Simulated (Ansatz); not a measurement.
TiSi4 (interface cell), 60 atoms, a = 7.74 Å, b = 8.65 Å, c = 17.32 Å, α = 90.00°, β = 90.00°, γ = 116.57°.

Computed without spin polarisation.

The calculation used DFT PBE, scalar-relativistic, plane waves, PAW in Ansatz.

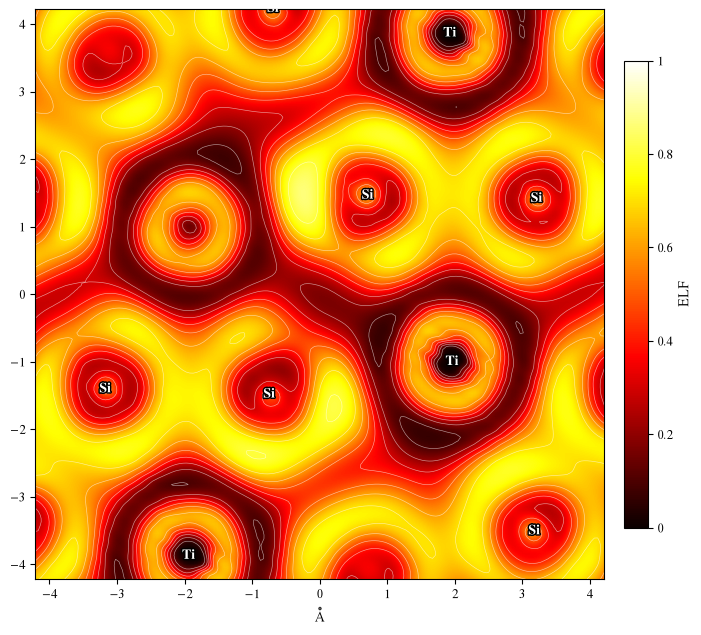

TiSi4 (interface cell). ELF on the (001) plane of the calculation cell.

In a PAW calculation such maps are meaningful between the atoms, not at the nuclei.

What does the map show?

- The plane passes through Ti and Si nuclei.
- Atoms just off the plane (Ti, 0.3 Å away and Si, 0.3 Å away) can leave unmarked features too.
- Si–Si (2.43 Å): the ELF peaks at about 0.75 between the atoms.
- Si–Si (2.50 Å): the ELF peaks at about 0.75 between the atoms.
- The features right at Ti lie inside the PAW spheres, where the map follows smoothed inner orbitals and isn't to be read closely.

Does the calculation make it a metal, or give it a gap?

It is gapless in this calculation (a metal or semimetal).
